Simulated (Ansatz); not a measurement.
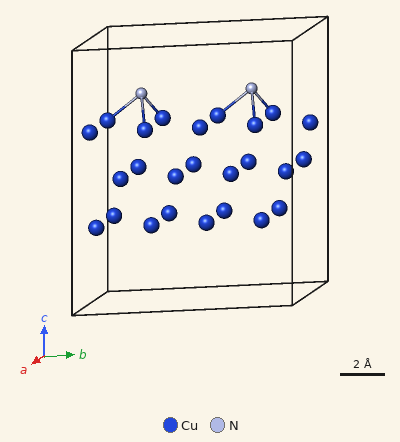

The structure as given in the input (ball-and-stick view of the 1 × 2 repeat of the cell, with the vacuum cut short, seen slightly off an axis). An atom can appear more than once, as a periodic image.

# Cu12N: geometry relaxation (part 1 of 2)

Cu12N (slab, 13 atoms in the cell), computed with DFT PBE, scalar-relativistic, plane waves, PAW, no spin polarisation (Ansatz 0.2.0).

The structure derives from an entry of the Crystallography Open Database. The input holds or restrains some coordinates. Forces given for the steps count only the free coordinates.

**Input**
```yaml
crystal:
  lattice:
    - [5.1332392722, 0.0, 0.0]
    - [-2.5666196361, 4.4455156134, 0.0]
    - [0.0, 0.0, 19.6236283438]
  atoms:
    - { symbol: Cu, position: [0.3333333333, 0.1666666667, 0.2038359028] }
    - { symbol: Cu, position: [0.3333333333, 0.6666666667, 0.2038359028] }
    - { symbol: Cu, position: [0.8333333333, 0.1666666667, 0.2038359028] }
    - { symbol: Cu, position: [0.8333333333, 0.6666666667, 0.2038359028] }
    - { symbol: Cu, position: [0.1666666667, 0.3333333333, 0.308900249] }
    - { symbol: Cu, position: [0.1666666667, 0.8333333333, 0.308900249] }
    - { symbol: Cu, position: [0.6666666667, 0.3333333333, 0.308900249] }
    - { symbol: Cu, position: [0.6666666667, 0.8333333333, 0.308900249] }
    - { symbol: Cu, position: [0.0, 0.0, 0.4139717794] }
    - { symbol: Cu, position: [0.0, 0.5, 0.4139717794] }
    - { symbol: Cu, position: [0.5, 0.0, 0.4139717794] }
    - { symbol: Cu, position: [0.5, 0.5, 0.4139717794] }
    - { symbol: "N", position: [0.0833333333, 0.3333333333, 0.4794147637] }
basis:
  ecutwfc: 420
kpoints:
  mp_grid: { grid: [6, 6, 1] }
hamiltonian:
  xc: pbe
scf:
  occupations: { method: gaussian, width: 0.1 }
output:
  forces: true
  eigenvalues: true
relax:
  adjacent_minimum: "off"
  f_tol: 0.025
  max_steps: 16
  constraints:
    - { sites: [0, 1, 2, 3, 4, 5, 6, 7, 8, 9, 10, 11] }
    - { sites: [12], fix: xy }
efield:
  axis: 3
  dipole_correction: true
  ramp_width: 0.04
```

Run on 4 threads of Arm Neoverse V1, 24 GiB of memory available, shared host.

Run as:
```bash
ansatz run input.yaml --threads 4 --pin off --max-ram 12288MiB --backend cpu --events-out ev --progress --plain --runs-dir out
```

**The program's output**
```
Engine: ansatz 0.2.0, aarch64-unknown-linux-gnu
Pseudopotentials: kind: paw
Pseudopotential: Cu, paw, valence charge 19, recommended cutoff 420 eV (normal), Cu.paw.azcp
Pseudopotential: N, paw, valence charge 5, recommended cutoff 420 eV (normal), N.paw.azcp
Functional definition: PBE
  parameter kappa = 0.804
  parameter beta = 0.06672455060314922
  exchange = pbe_x(kappa = kappa, mu = beta*pi^2/3)
  correlation = pbe_c(beta = beta)
Crystal: 13 atoms, lattice volume = 447.809 Å³
Basis set: ecut = 420 eV, 8735 PW (Γ), exchange–correlation on 72×72×270 points (8 copies of the dense FFT grid, shifted against one another)
Bands: 140, of which v1, the nominal top of the filled ones, is band 117 counted from 1 (116 counted from 0)
Symmetry: 1 space group operations
Space group: P1 (ITA 1), of the structure as read, at distance tolerance 7.7e-5 Å
k-points: 20 of 36 (time reversal used)
Non-local potential: Cu, projectors of the file, l = 0: 3, l = 1: 2, l = 2: 3, l = 3: 1
Non-local potential: N, projectors of the file, l = 0: 2, l = 1: 2, l = 2: 1
PAW form: soft (Blöchl's): semilocal exchange-correlation on the pseudo side does not see the compensation charge
PAW one-centre angular grid: Cu, 590 points (default); XC on 64 Gauss nodes
PAW one-centre angular grid: N, 110 points (default); XC on 64 Gauss nodes
Initial density: superposition of atomic densities (neutral atoms: chi_scale 0, normalization atom), corrected by the library's trained network
Initial wavefunctions: pseudopotential atomic-orbital guess
Functional: x = pbe(κ = 0.804, μ = 0.2195149727645171), c = pbe(β = 0.06672455060314922)
SCF iter   1: F=—  HF=-79880.093287 eV  |F-HF|=—  |Δ(HF+E_count)|=         —  Δρ=3.75e-3  dr2=1.39e-1  ethr=1.77e-3  p=-0.168 e·Å  D=-6.81e-2 V/Å  ΔV_dip=1.34 eV  dr2_dipole=3.28e-2  V_vac-E_F(+/−)=5.95/4.62 eV  ⟨swp⟩=7.6  Hψ=11789  notcnv=0  defer=168
efield: sawtooth ramp at fractional position 0.8216 (placed from the atoms, in the widest stretch of the axis that holds none; the zero of the levels goes with the place), width 0.0400; the density the first Hamiltonian is built on has a dipole p = -0.168 e·Å; the dipole correction subtracts the counter field D = -6.81e-2 V/Å, which shifts the + side's vacuum level by +1.34 eV against the − side's; the planar-averaged density in the ramp window peaks in size at 6.7e-5 e/Å³
preconditioner: auto → LDOS  [metal: Δε(μ)=0.008 eV  Ē_g=8.257 eV  σ=0.100 eV  W_gap=0.05  n_scr=92 (ndim 8)  ℏωp=20.5 eV  f_vac=0.615  D(μ)=8.62/eV (n_scr^D=52)  β→1.0]
SCF iter   2: F=—  HF=-79880.119550 eV  |F-HF|=—  |Δ(HF+E_count)|=   2.63e-2  Δρ=4.54e-3  dr2=7.87e-2  ethr=5.96e-5  p=-0.177 e·Å  D=-7.17e-2 V/Å  ΔV_dip=1.41 eV  dr2_dipole=4.01e-3  V_vac-E_F(+/−)=6.13/4.72 eV  ⟨swp⟩=2.8  Hψ=6376  notcnv=0  defer=324
SCF iter   3: F=—  HF=-79880.109745 eV  |F-HF|=—  |Δ(HF+E_count)|=   9.81e-3  Δρ=2.32e-3  dr2=2.39e-2  ethr=3.38e-5  p=-0.178 e·Å  D=-7.18e-2 V/Å  ΔV_dip=1.41 eV  dr2_dipole=3.98e-3  V_vac-E_F(+/−)=6.12/4.71 eV  ⟨swp⟩=2.0  Hψ=4362  notcnv=0  defer=324
SCF iter   4: F=—  HF=-79880.107363 eV  |F-HF|=—  |Δ(HF+E_count)|=   2.38e-3  Δρ=9.15e-4  dr2=8.14e-3  ethr=1.02e-5  p=-0.177 e·Å  D=-7.15e-2 V/Å  ΔV_dip=1.40 eV  dr2_dipole=2.33e-3  V_vac-E_F(+/−)=6.12/4.72 eV  ⟨swp⟩=2.1  Hψ=3745  notcnv=0  defer=324
SCF iter   5: F=—  HF=-79880.107065 eV  |F-HF|=—  |Δ(HF+E_count)|=   2.98e-4  Δρ=7.63e-4  dr2=2.77e-3  ethr=3.49e-6  p=-0.176 e·Å  D=-7.10e-2 V/Å  ΔV_dip=1.39 eV  dr2_dipole=5.57e-4  V_vac-E_F(+/−)=6.13/4.74 eV  ⟨swp⟩=2.0  Hψ=3724  notcnv=0  defer=324
SCF iter   6: F=—  HF=-79880.106853 eV  |F-HF|=—  |Δ(HF+E_count)|=   2.12e-4  Δρ=2.04e-4  dr2=3.61e-4  ethr=1.19e-6  p=-0.175 e·Å  D=-7.09e-2 V/Å  ΔV_dip=1.39 eV  dr2_dipole=1.31e-4  V_vac-E_F(+/−)=6.14/4.75 eV  ⟨swp⟩=2.0  Hψ=3645  notcnv=0  defer=324
SCF iter   7: F=—  HF=-79880.106904 eV  |F-HF|=—  |Δ(HF+E_count)|=   5.12e-5  Δρ=2.00e-4  dr2=1.97e-4  ethr=1.55e-7  p=-0.174 e·Å  D=-7.04e-2 V/Å  ΔV_dip=1.38 eV  dr2_dipole=3.50e-5  V_vac-E_F(+/−)=6.14/4.76 eV  ⟨swp⟩=2.0  Hψ=3848  notcnv=0  defer=324
SCF iter   8: F=—  HF=-79880.106896 eV  |F-HF|=—  |Δ(HF+E_count)|=   7.93e-6  Δρ=7.88e-5  dr2=2.49e-5  ethr=8.44e-8  p=-0.174 e·Å  D=-7.02e-2 V/Å  ΔV_dip=1.38 eV  dr2_dipole=2.74e-7  V_vac-E_F(+/−)=6.14/4.76 eV  ⟨swp⟩=2.0  Hψ=3643  notcnv=0  defer=324
SCF iter   9: F=-79880.106898 eV  HF=-79880.106897 eV  |F-HF|=1.21e-6  |Δ(HF+E_count)|=   7.23e-7  Δρ=4.19e-5  dr2=8.58e-6  ethr=6.71e-9  p=-0.173 e·Å  D=-7.01e-2 V/Å  ΔV_dip=1.38 eV  dr2_dipole=3.55e-8  V_vac-E_F(+/−)=6.14/4.76 eV  ⟨swp⟩=16.4  Hψ=14624  notcnv=0
SCF 1 converged in 9 iterations: F = -79880.106898 eV  dr2 = 8.58e-6
  greatest PAW one-centre occupation: 1.000 electrons in one spin orbital (limit 2), on the Cu atom at site 10 (counted from 0), in its partial waves of l = 0
relax step   1: F+E_penalty+E_count = -79880.10689814 eV  Δ(F+E_penalty+E_count) = +0.000e0 eV  max|allowed force component| = 5.938e-1 eV/Å  Δτ_max = 0.0000 Å  (9 SCF iters, dr2 threshold 1.56e-5 eV, accepted)
Initial density: handed on by an earlier stage of this run
Initial wavefunctions: those handed on with the density
iter 1 solved again at ethr=8.16e-7 eV; its pass at ethr=3.10e-3 eV (dr2=1.90e-3 eV) is discarded
SCF iter   1: F=—  HF=-79880.113456 eV  |F-HF|=—  |Δ(HF+E_count)|=         —  Δρ=7.23e-4  dr2=1.89e-3  ethr=8.16e-7  p=-0.173 e·Å  D=-7.01e-2 V/Å  ΔV_dip=1.38 eV  dr2_dipole=1.24e-6  V_vac-E_F(+/−)=6.13/4.76 eV  ⟨swp⟩=2.0  Hψ=7974  notcnv=0  defer=100
efield: sawtooth ramp at fractional position 0.8216 (handed on by an earlier solve), width 0.0400; the density the first Hamiltonian is built on has a dipole p = -0.173 e·Å; the dipole correction subtracts the counter field D = -7.01e-2 V/Å, which shifts the + side's vacuum level by +1.38 eV against the − side's; the planar-averaged density in the ramp window peaks in size at 2.6e-5 e/Å³
preconditioner: auto → LDOS  [metal: Δε(μ)=0.011 eV  Ē_g=8.321 eV  σ=0.100 eV  W_gap=0.06  n_scr=92 (ndim 8)  ℏωp=20.5 eV  f_vac=0.615  D(μ)=8.60/eV (n_scr^D=52)  β→1.0]
SCF iter   2: F=—  HF=-79880.113092 eV  |F-HF|=—  |Δ(HF+E_count)|=   3.64e-4  Δρ=2.47e-4  dr2=3.13e-4  ethr=8.10e-7  p=-0.170 e·Å  D=-6.88e-2 V/Å  ΔV_dip=1.35 eV  dr2_dipole=4.50e-6  V_vac-E_F(+/−)=6.11/4.76 eV  ⟨swp⟩=2.0  Hψ=3854  notcnv=0  defer=100
SCF iter   3: F=—  HF=-79880.113160 eV  |F-HF|=—  |Δ(HF+E_count)|=   6.81e-5  Δρ=3.05e-4  dr2=3.08e-4  ethr=1.34e-7  p=-0.171 e·Å  D=-6.89e-2 V/Å  ΔV_dip=1.35 eV  dr2_dipole=5.15e-6  V_vac-E_F(+/−)=6.11/4.76 eV  ⟨swp⟩=2.1  Hψ=4583  notcnv=0  defer=100
SCF iter   4: F=—  HF=-79880.113108 eV  |F-HF|=—  |Δ(HF+E_count)|=   5.18e-5  Δρ=1.14e-4  dr2=5.91e-5  ethr=1.32e-7  p=-0.170 e·Å  D=-6.87e-2 V/Å  ΔV_dip=1.35 eV  dr2_dipole=1.33e-6  V_vac-E_F(+/−)=6.11/4.76 eV  ⟨swp⟩=2.0  Hψ=3985  notcnv=0  defer=100
SCF iter   5: F=-79880.113118 eV  HF=-79880.113123 eV  |F-HF|=5.28e-6  |Δ(HF+E_count)|=   1.53e-5  Δρ=5.54e-5  dr2=1.29e-5  ethr=9.46e-9  p=-0.170 e·Å  D=-6.87e-2 V/Å  ΔV_dip=1.35 eV  dr2_dipole=7.35e-7  V_vac-E_F(+/−)=6.11/4.76 eV  ⟨swp⟩=12.2  Hψ=13363  notcnv=0
SCF 2 converged in 5 iterations: F = -79880.113118 eV  dr2 = 1.29e-5
relax step   2: F+E_penalty+E_count = -79880.11311808 eV  Δ(F+E_penalty+E_count) = -6.220e-3 eV  max|allowed force component| = 3.822e-1 eV/Å  Δτ_max = 0.0127 Å  (5 SCF iters, dr2 threshold 2.20e-5 eV, accepted)
SCF iter   1: F=—  HF=-79880.118515 eV  |F-HF|=—  |Δ(HF+E_count)|=         —  Δρ=1.34e-3  dr2=6.66e-3  ethr=2.56e-5  p=-0.170 e·Å  D=-6.87e-2 V/Å  ΔV_dip=1.35 eV  dr2_dipole=1.55e-5  V_vac-E_F(+/−)=6.11/4.76 eV  ⟨swp⟩=2.0  Hψ=4896  notcnv=0  defer=277
efield: sawtooth ramp at fractional position 0.8216 (handed on by an earlier solve), width 0.0400; the density the first Hamiltonian is built on has a dipole p = -0.170 e·Å; the dipole correction subtracts the counter field D = -6.87e-2 V/Å, which shifts the + side's vacuum level by +1.35 eV against the − side's; the planar-averaged density in the ramp window peaks in size at 2.6e-5 e/Å³
preconditioner: auto → LDOS  [metal: Δε(μ)=0.008 eV  Ē_g=8.311 eV  σ=0.100 eV  W_gap=0.04  n_scr=92 (ndim 8)  ℏωp=20.5 eV  f_vac=0.615  D(μ)=8.53/eV (n_scr^D=52)  β→1.0]
SCF iter   2: F=—  HF=-79880.117193 eV  |F-HF|=—  |Δ(HF+E_count)|=   1.32e-3  Δρ=5.13e-4  dr2=1.27e-3  ethr=2.86e-6  p=-0.164 e·Å  D=-6.64e-2 V/Å  ΔV_dip=1.30 eV  dr2_dipole=2.20e-5  V_vac-E_F(+/−)=6.07/4.76 eV  ⟨swp⟩=2.0  Hψ=4596  notcnv=0  defer=301
SCF iter   3: F=—  HF=-79880.117484 eV  |F-HF|=—  |Δ(HF+E_count)|=   2.91e-4  Δρ=7.34e-4  dr2=1.63e-3  ethr=5.45e-7  p=-0.165 e·Å  D=-6.67e-2 V/Å  ΔV_dip=1.31 eV  dr2_dipole=9.88e-6  V_vac-E_F(+/−)=6.07/4.76 eV  ⟨swp⟩=3.0  Hψ=4896  notcnv=0  defer=301
SCF iter   4: F=—  HF=-79880.117230 eV  |F-HF|=—  |Δ(HF+E_count)|=   2.53e-4  Δρ=3.42e-4  dr2=4.24e-4  ethr=5.45e-7  p=-0.164 e·Å  D=-6.64e-2 V/Å  ΔV_dip=1.30 eV  dr2_dipole=1.99e-6  V_vac-E_F(+/−)=6.07/4.76 eV  ⟨swp⟩=2.0  Hψ=4770  notcnv=0  defer=301
SCF iter   5: F=—  HF=-79880.117224 eV  |F-HF|=—  |Δ(HF+E_count)|=   6.58e-6  Δρ=1.36e-4  dr2=7.90e-5  ethr=1.82e-7  p=-0.164 e·Å  D=-6.63e-2 V/Å  ΔV_dip=1.30 eV  dr2_dipole=5.83e-6  V_vac-E_F(+/−)=6.06/4.76 eV  ⟨swp⟩=2.9  Hψ=3883  notcnv=0  defer=301
SCF iter   6: F=—  HF=-79880.117237 eV  |F-HF|=—  |Δ(HF+E_count)|=   1.38e-5  Δρ=6.27e-5  dr2=2.10e-5  ethr=3.39e-8  p=-0.164 e·Å  D=-6.62e-2 V/Å  ΔV_dip=1.30 eV  dr2_dipole=2.37e-6  V_vac-E_F(+/−)=6.06/4.76 eV  ⟨swp⟩=2.7  Hψ=3925  notcnv=0  defer=301
SCF iter   7: F=-79880.117242 eV  HF=-79880.117248 eV  |F-HF|=6.25e-6  |Δ(HF+E_count)|=   1.10e-5  Δρ=3.65e-5  dr2=7.84e-6  ethr=3.92e-9  p=-0.164 e·Å  D=-6.63e-2 V/Å  ΔV_dip=1.30 eV  dr2_dipole=1.42e-6  V_vac-E_F(+/−)=6.06/4.76 eV  ⟨swp⟩=12.8  Hψ=13179  notcnv=0
SCF 3 converged in 7 iterations: F = -79880.117242 eV  dr2 = 7.84e-6
relax step   3: F+E_penalty+E_count = -79880.11724217 eV  Δ(F+E_penalty+E_count) = -4.124e-3 eV  max|allowed force component| = 2.108e-2 eV/Å  Δτ_max = 0.0227 Å  (7 SCF iters, dr2 threshold 9.13e-6 eV, accepted)
iter 1 solved again at ethr=3.38e-9 eV; its pass at ethr=3.10e-3 eV (dr2=7.88e-6 eV) is discarded
SCF iter   1: F=—  HF=-79880.117244 eV  |F-HF|=—  |Δ(HF+E_count)|=         —  Δρ=3.65e-5  dr2=7.87e-6  ethr=3.38e-9  p=-0.164 e·Å  D=-6.63e-2 V/Å  ΔV_dip=1.30 eV  dr2_dipole=1.43e-6  V_vac-E_F(+/−)=6.06/4.76 eV  ⟨swp⟩=1.0  Hψ=6600  notcnv=0
efield: sawtooth ramp at fractional position 0.8216 (handed on by an earlier solve), width 0.0400; the density the first Hamiltonian is built on has a dipole p = -0.164 e·Å; the dipole correction subtracts the counter field D = -6.63e-2 V/Å, which shifts the + side's vacuum level by +1.30 eV against the − side's; the planar-averaged density in the ramp window peaks in size at 2.6e-5 e/Å³
preconditioner: auto → LDOS  [metal: Δε(μ)=0.008 eV  Ē_g=8.309 eV  σ=0.100 eV  W_gap=0.05  n_scr=92 (ndim 8)  ℏωp=20.5 eV  f_vac=0.616  D(μ)=8.53/eV (n_scr^D=52)  β→1.0]
SCF iter   2: F=—  HF=-79880.117253 eV  |F-HF|=—  |Δ(HF+E_count)|=   8.76e-6  Δρ=7.88e-5  dr2=1.77e-5  ethr=3.38e-9  p=-0.164 e·Å  D=-6.63e-2 V/Å  ΔV_dip=1.30 eV  dr2_dipole=4.28e-7  V_vac-E_F(+/−)=6.07/4.76 eV  ⟨swp⟩=2.0  Hψ=4771  notcnv=0
SCF iter   3: F=—  HF=-79880.117250 eV  |F-HF|=—  |Δ(HF+E_count)|=   2.16e-6  Δρ=2.40e-5  dr2=1.95e-6  ethr=3.38e-9  p=-0.164 e·Å  D=-6.63e-2 V/Å  ΔV_dip=1.30 eV  dr2_dipole=1.01e-7  V_vac-E_F(+/−)=6.07/4.76 eV  ⟨swp⟩=2.0  Hψ=4651  notcnv=0
SCF iter   4: F=—  HF=-79880.117251 eV  |F-HF|=—  |Δ(HF+E_count)|=   7.32e-8  Δρ=2.05e-5  dr2=1.38e-6  ethr=8.39e-10  p=-0.164 e·Å  D=-6.64e-2 V/Å  ΔV_dip=1.30 eV  dr2_dipole=7.59e-8  V_vac-E_F(+/−)=6.07/4.76 eV  ⟨swp⟩=2.0  Hψ=4628  notcnv=0
SCF iter   5: F=-79880.117251 eV  HF=-79880.117250 eV  |F-HF|=4.18e-8  |Δ(HF+E_count)|=   4.07e-8  Δρ=3.71e-6  dr2=6.43e-8  ethr=4.29e-11  p=-0.164 e·Å  D=-6.64e-2 V/Å  ΔV_dip=1.30 eV  dr2_dipole=5.66e-10  V_vac-E_F(+/−)=6.07/4.76 eV  ⟨swp⟩=9.0  Hψ=14174  notcnv=0
SCF 4 converged in 5 iterations: F = -79880.117251 eV  dr2 = 6.43e-8
relax step   4: F+E_penalty+E_count = -79880.11725053 eV  Δ(F+E_penalty+E_count) = -8.355e-6 eV  max|allowed force component| = 2.129e-2 eV/Å  Δτ_max = 0.0000 Å  (5 SCF iters, accepted)
```

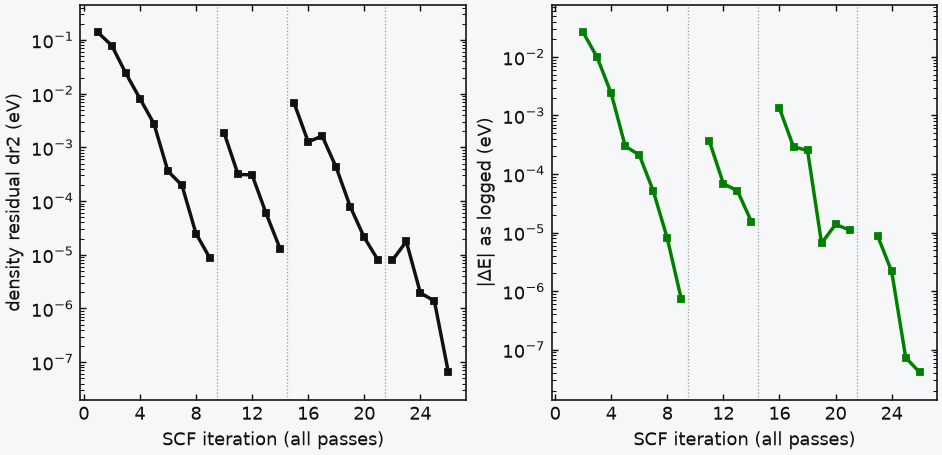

Convergence of the self-consistent field: density residual dr2 and size of the energy change against the SCF iteration. The dotted lines part the SCF passes of the relaxation: geometry steps, rejected trials and re-solves on a re-selected basis. The passes take 9, 5, 7 and 5 iterations.

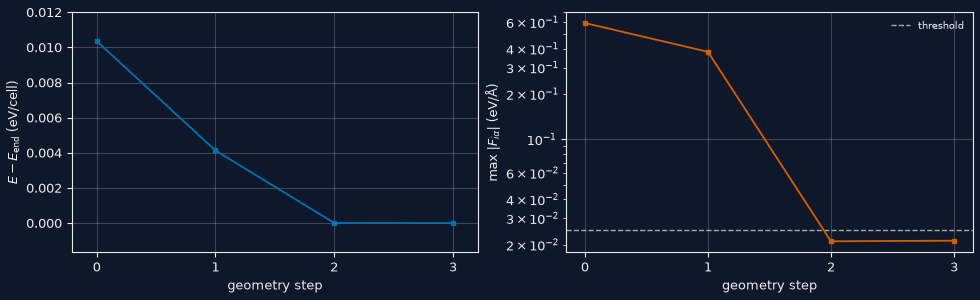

Progress of the restrained relaxation, step by step (the first geometry is step 0 here and step 1 in the log).

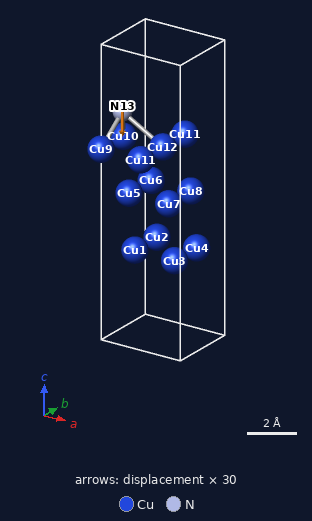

The starting structure with the displacements as orange arrows, magnified 30 times (ball-and-stick view of the cell of the calculation, with the vacuum cut short, seen slightly off an axis). The energy falls by 10.4 meV per cell of the calculation in 3 geometry steps. Largest force component: 0.59 eV/Å at the start, 0.021 eV/Å at the end. N13 moves most: 0.035 Å. Cu stays in place. The lattice vectors keep their values. Among the contacts that change: Cu10–N13 1.712 → 1.685 Å, Cu9–N13 2.007 → 1.985 Å, Cu12–N13 2.264 → 2.244 Å. (Atoms are counted from 1 in the order of the input.)

```
SCF converged after 5 iterations
Free energy (F): -79880.117251 eV
Harris-Foulkes:  -79880.117250 eV  (|F-HF|=4.18e-8)
Internal energy: -79880.074608 eV  (E = F + TS)
E sigma→0 (E₀):  -79880.095929 eV
Entropy (-TS):   -0.042642 eV (-3.280 meV/atom)
Fermi energy:    1.871909 eV
Dipole field:    D = -0.066399 V/Å  (p = -0.164320 e·Å, saw-weighted, corrected)
Work function:   Φ+ = 6.0670 eV   Φ− = 4.7639 eV
Levels:          The Fermi level and band energies are counted from a zero that moves with the ramp; work functions are not
--- Per-component energies (eV) ---
  E_band       = -7721.404613
  E_kinetic    = 3716.679907
  E_local      = -384134.445182  (includes V_loc(G=0)·N_el)
  E_nonlocal   = 4733.539444
  E_hartree    = 187437.765417
  E_xc         = -1125.484319
  E_vxc        = -1450.326253  (∫ρ·V_xc dr)
  E_paw        = -20088.139635  (= ΣΔE_a)
  E_vpaw       = -5453.588726  (= ΣTr[D̂ρ^β])
  E_aug_tail   = 0.003401  (compensation charges beyond the density's cutoff)
  E_efield     = 0.005455  (sawtooth field / dipole correction)
  E_vefield    = -8.824422  (∫n·V_field dr)
  E_ewald      = 129580.000903
  E_smearing   = -0.042642  (= −TS)
  E_closure    = -0.000000  (closes the sum)
  Σ components = -79880.117251   (vs F -79880.117251, Δ=0.00e0)
```
